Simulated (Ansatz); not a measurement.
# Energy of Cs along a strain of the cell

System: Cs (Fmmm, 1 atom in the cell).
Method: DFT PBE, scalar-relativistic, plane waves, PAW, no spin polarisation (Ansatz 0.2.0).

The 7 runs differ only in the geometry, by a strain of the cell at fixed fractional positions. Against run 4, the strain is εxx = −0.01 η, εxz = η and εzz = −0.01 η. The structure derives from an entry of the Crystallography Open Database.

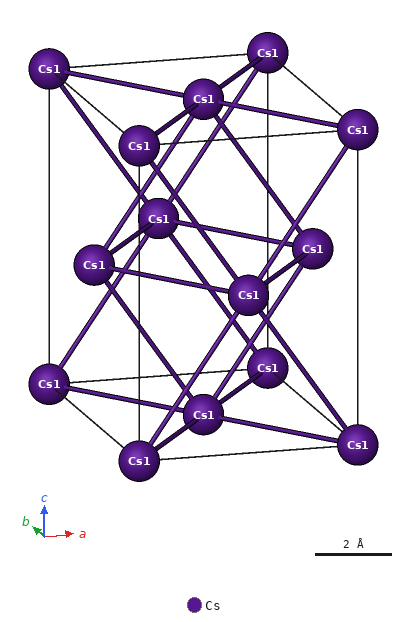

Figure 1. The structure of run 4 (ball-and-stick view of the cell 4 times as large as that of the calculation, set on its symmetry axes, seen slightly off an axis; atoms are numbered from 1 in the order of the input). An atom can appear more than once, as a periodic image.

**Input of run 4**
```yaml
crystal:
  lattice:
    - [-2.988496875, 3.0225, 2.988496875]
    - [3.056503125, -3.0225, 3.056503125]
    - [2.988496875, 3.0225, -2.988496875]
  atoms:
    - { symbol: Cs, position: [0.0, 0.0, 0.0] }
basis:
  ecutwfc: 420
kpoints:
  mp_grid: { grid: [12, 12, 12] }
hamiltonian:
  xc: pbe
scf:
  occupations: { method: gaussian, width: 0.15 }
output:
  forces: true
  stress: true
  eigenvalues: true
```

Command:
```bash
ansatz run input.yaml --threads 1 --pin off --max-ram 2560MiB --backend cpu --events-out ev --progress --plain --runs-dir out
```

Lattice vectors (Å) and fractional positions of run 4:
```
  -2.988497    3.022500    2.988497
   3.056503   -3.022500    3.056503
   2.988497    3.022500   -2.988497
Cs  0.000000  0.000000  0.000000
```

Run 6 differs from it as follows:
```diff
-    - [-2.988496875, 3.0225, 2.988496875]
-    - [3.056503125, -3.0225, 3.056503125]
-    - [2.988496875, 3.0225, -2.988496875]
+    - [-2.95449375, 3.0225, 2.95449375]
+    - [3.09050625, -3.0225, 3.09050625]
+    - [2.95449375, 3.0225, -2.95449375]
```

**Results, with one run withheld**

| run | strain parameter η (%) | free energy per atom, from the lowest run given (meV) | pressure (GPa) |
| --- | --- | --- | --- |
| 1 | −4.1255 | 1.93 | 0.13 |
| 2 | −0.7501 | 0.00 | 0.12 |
| 3 | −0.3750 | 0.09 | 0.12 |
| 4 | 0.0000 | 0.24 | 0.12 |
| 5 | 0.7501 | 0.73 | 0.12 |
| 6 | 1.1251 | ? | ? |
| 7 | 1.5002 | 1.47 | 0.13 |

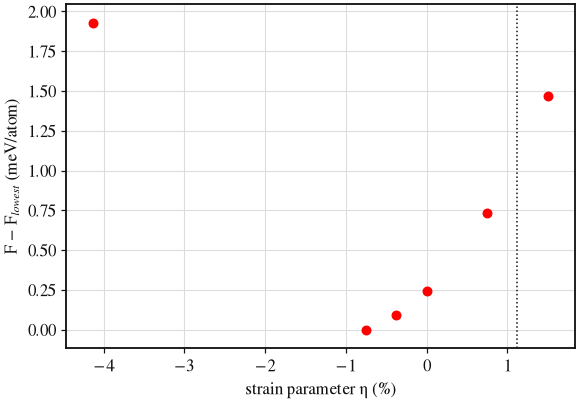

Figure 2. Free energy per atom of the runs given; the dotted line marks run 6.

Estimate the energy of run 6 from the others.

A cubic polynomial in the coordinate, fitted to the 6 runs given, misses them by under 0.01 meV per atom. With x = η + 0.5000, it reads F = 0.052827 + 0.26553 x + 0.21955 x² + 0.00096602 x³ (meV per atom). At run 6 it gives 1.07 meV per atom, and the run itself gives 1.07. The fit has its minimum at η = −1.1071 %.

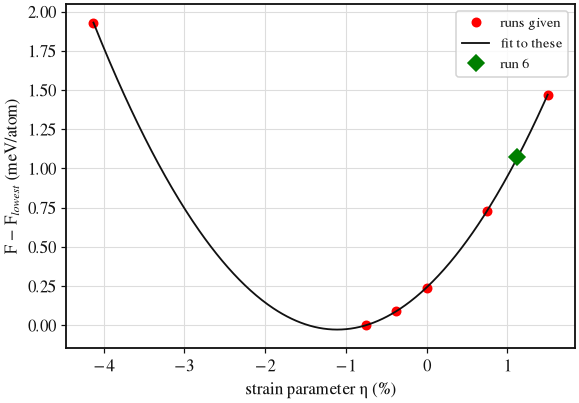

Figure 3. The fit and the withheld run.

**Output, shortened to warnings, some set-up lines, iterations and results (run 6)**
```
Basis set: ecut = 420 eV, 2149 PW (Γ), exchange–correlation on 72×72×72 points (8 copies of the dense FFT grid, shifted against one another)
Symmetry: 8 space group operations
k-points: 280 of 1728
Initial density: superposition of atomic densities (neutral atoms: chi_scale 0, normalization atom), corrected by the library's trained network
[...]
SCF iter   1: F=—  HF=-5670.766843 eV  |F-HF|=—  |Δ(HF+E_count)|=         —  Δρ=2.15e-4  dr2=3.88e-5  ethr=1.77e-3  ⟨swp⟩=5.9  Hψ=20441  notcnv=0
SCF iter   2: F=—  HF=-5670.767125 eV  |F-HF|=—  |Δ(HF+E_count)|=   2.82e-4  Δρ=1.36e-4  dr2=3.27e-5  ethr=4.31e-7  ⟨swp⟩=3.5  Hψ=7139  notcnv=0
SCF iter   3: F=—  HF=-5670.767142 eV  |F-HF|=—  |Δ(HF+E_count)|=   1.66e-5  Δρ=4.06e-5  dr2=3.83e-6  ethr=3.64e-7  ⟨swp⟩=2.6  Hψ=3850  notcnv=0
SCF iter   4: F=—  HF=-5670.767142 eV  |F-HF|=—  |Δ(HF+E_count)|=   9.28e-8  Δρ=1.41e-5  dr2=7.66e-7  ethr=4.26e-8  ⟨swp⟩=1.0  Hψ=2515  notcnv=0
SCF iter   5: F=—  HF=-5670.767142 eV  |F-HF|=—  |Δ(HF+E_count)|=   1.62e-7  Δρ=7.66e-6  dr2=1.24e-7  ethr=8.51e-9  ⟨swp⟩=2.0  Hψ=3525  notcnv=0
SCF iter   6: F=-5670.767142 eV  HF=-5670.767142 eV  |F-HF|=1.51e-9  |Δ(HF+E_count)|=   5.90e-8  Δρ=1.64e-6  dr2=3.10e-9  ethr=1.11e-9  ⟨swp⟩=5.0  Hψ=10886  notcnv=0
SCF 1 converged in 6 iterations: F = -5670.767142 eV  dr2 = 3.10e-9
SCF converged after 6 iterations
Free energy (F): -5670.767142 eV
Harris-Foulkes:  -5670.767142 eV  (|F-HF|=1.51e-9)
Internal energy: -5670.751069 eV  (E = F + TS)
E sigma→0 (E₀):  -5670.759106 eV
Entropy (-TS):   -0.016073 eV (-16.073 meV/atom)
Fermi energy:    2.408045 eV
--- Per-component energies (eV) ---
  E_band       = -90.396049
  E_kinetic    = 140.841963
  E_local      = -386.076279  (includes V_loc(G=0)·N_el)
  E_nonlocal   = 30.238591
  E_hartree    = 135.024062
  E_xc         = -172.933975
  E_vxc        = -124.619098  (∫ρ·V_xc dr)
  E_paw        = -5066.767141  (= ΣΔE_a)
  E_vpaw       = -20.829290  (= ΣTr[D̂ρ^β])
  E_aug_tail   = -0.000001  (compensation charges beyond the density's cutoff)
  E_ewald      = -351.078288
  E_smearing   = -0.016073  (= −TS)
  E_closure    = 0.000000  (closes the sum)
  Σ components = -5670.767142   (vs F -5670.767142, Δ=0.00e0)
--- Forces (eV/Å), atoms counted from 1 ---
  atom   1  Cs     0.00000000     0.00000000     0.00000000
  max |Σ_I F_I| component: 9.63e-35 eV/Å
--- Stress (GPa, compression-positive) ---
        0.123527       0.000000      -0.068293
        0.000000       0.128688      -0.000000
       -0.068293      -0.000000       0.123527
  P = ⅓ Tr σ = 0.1252 GPa (1.252 kbar)
```
